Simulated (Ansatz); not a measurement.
System: a slab cut from SiNi (slab content Si₁₀Ni₁₂), space group Pnma (No. 62).

The given structure:
```yaml
crystal:
  lattice:
    - [5.08780, 0.00000, 0.00000]
    - [0.00000, 3.35780, 0.00000]
    - [0.00000, 0.00000, 5.52780]
  atoms:
    - { symbol: Si, position: [0.32140, 0.75000, 0.08660] }
    - { symbol: Si, position: [0.17860, 0.25000, 0.58660] }
    - { symbol: Si, position: [0.82140, 0.75000, 0.41340] }
    - { symbol: Si, position: [0.67860, 0.25000, 0.91340] }
    - { symbol: Ni, position: [0.00930, 0.25000, 0.18740] }
    - { symbol: Ni, position: [0.49070, 0.75000, 0.68740] }
    - { symbol: Ni, position: [0.50930, 0.25000, 0.31260] }
    - { symbol: Ni, position: [0.99070, 0.75000, 0.81260] }
```

One of the inputs:
```
crystal:
  lattice:
    - [3.3577714925, 0.0, 0.0]
    - [0.0, 7.5128492122, 0.0]
    - [0.0, 0.0, 24.245586565]
  atoms:
    - { symbol: Si, position: [0.75, 0.7643495026, 0.3093346486] }
    - { symbol: Ni, position: [0.25, 0.5558039014, 0.3152304595] }
    - { symbol: Ni, position: [0.75, 0.0643349508, 0.3181025405] }
    - { symbol: Ni, position: [0.25, 0.8529104512, 0.3730956994] }
    - { symbol: Ni, position: [0.75, 0.3614415006, 0.3759677804] }
    - { symbol: Si, position: [0.25, 0.1528958994, 0.3818635913] }
    - { symbol: Si, position: [0.25, 0.5591775504, 0.4085920773] }
    - { symbol: Si, position: [0.75, 0.8166905526, 0.4370070426] }
    - { symbol: Si, position: [0.75, 0.2229722036, 0.4637355286] }
    - { symbol: Ni, position: [0.25, 0.0144266024, 0.4696313396] }
    - { symbol: Ni, position: [0.75, 0.5229576518, 0.4725034206] }
    - { symbol: Ni, position: [0.25, 0.3115331522, 0.5274965794] }
    - { symbol: Ni, position: [0.75, 0.8200642016, 0.5303686604] }
    - { symbol: Si, position: [0.25, 0.6115186004, 0.5362644714] }
    - { symbol: Si, position: [0.25, 0.0178002514, 0.5629929574] }
    - { symbol: Si, position: [0.75, 0.2753132536, 0.5914079227] }
    - { symbol: Si, position: [0.75, 0.6815949046, 0.6181364087] }
    - { symbol: Ni, position: [0.25, 0.4730493034, 0.6240322196] }
    - { symbol: Ni, position: [0.75, 0.9815803528, 0.6269043006] }
    - { symbol: Ni, position: [0.25, 0.7701558532, 0.6818974595] }
    - { symbol: Ni, position: [0.75, 0.2786869026, 0.6847695405] }
    - { symbol: Si, position: [0.25, 0.0701413014, 0.6906653514] }
basis:
  ecutwfc: 420
kpoints:
  mp_grid: { grid: [10, 5, 1] }
hamiltonian:
  xc: pbesol
scf:
  occupations: { method: gaussian, width: 0.1 }
output:
  forces: true
  eigenvalues: true
  write_density: true
  write_potential: true
  elf: true
  volumetric_format: npy
relax:
  adjacent_minimum: "off"
  f_tol: 0.02
  max_steps: 60
efield:
  axis: 3
  dipole_correction: true
  ramp_width: 0.04
```

Run as:
```bash
ansatz run input.yaml --threads 4 --pin off --max-ram 10240MiB --backend cpu --events-out ev --progress --plain --runs-dir out
```

How it was computed, with Ansatz 0.2.0: spacing and rumpling of the atomic planes of a slab cut from the relaxed bulk cell along the Miller plane (conventional indices), bottom to top, after all atoms relax, plane waves with PAW datasets, Γ-centred k mesh. Level: PBEsol, no spin polarisation.

- space group in which the indices count: 62
- Miller index h: 1
- Miller index k: 0
- Miller index l: 1
- top plane: SiNi2
- bottom plane: SiNi2
- planes: 10
- surface cell: (1, 1)
- slab thickness as cut: 9.25 Å
- vacuum: 15 Å
- surface area: 25.23 Å²
- surface a: 3.358 Å
- surface b: 7.513 Å
- surface angle: 90 °
- slab atoms: 22
- wave cutoff: 420 eV
- k mesh: 10×5×1
- occupations: Gaussian
- smearing width: 0.1 eV
- boundary: dipole corrected

Describe the result: the spacing change of each pair of planes. The cases: 1–2; 2–3; 3–4; 4–5; 5–6; 6–7; 7–8; 8–9; 9–10.

The least value, −0.212 Å, is that of 1–2 and 9–10, and the largest, 0.071 Å, that of 2–3 and 8–9.

| pair of planes | spacing change (Å) | spacing to next (Å) | content of the two planes |
| --- | --- | --- | --- |
| 1–2 | −0.212 | 1.310 | SiNi2 and SiNi2 |
| 2–3 | 0.071 | 0.838 | SiNi2 and Si |
| 3–4 | −0.033 | 0.656 | Si and Si |
| 4–5 | −0.026 | 0.740 | Si and SiNi2 |
| 5–6 | 0.019 | 1.541 | SiNi2 and SiNi2 |
| 6–7 | −0.026 | 0.740 | SiNi2 and Si |
| 7–8 | −0.033 | 0.656 | Si and Si |
| 8–9 | 0.071 | 0.838 | Si and SiNi2 |
| 9–10 | −0.212 | 1.310 | SiNi2 and SiNi2 |

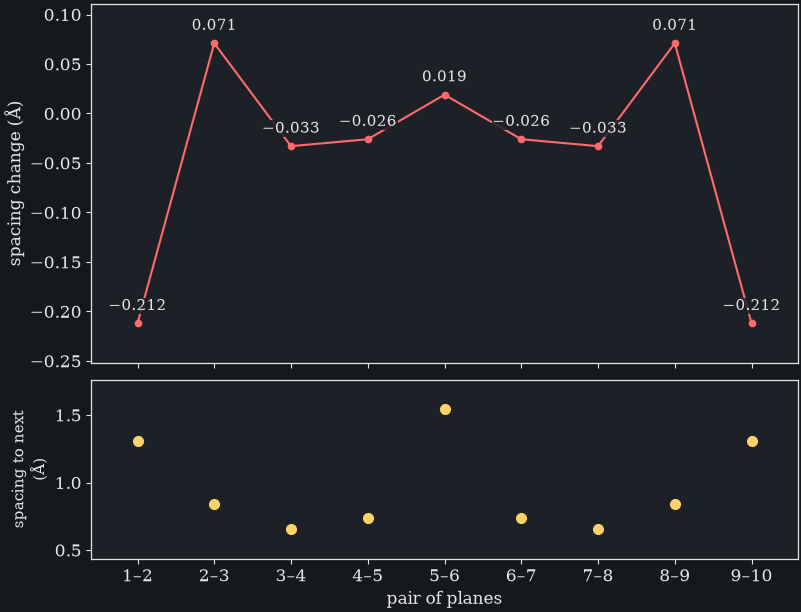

Note: k mesh lowers the symmetry; no spin polarisation, a magnetic state may lie lower; xc potential rough in thin density.
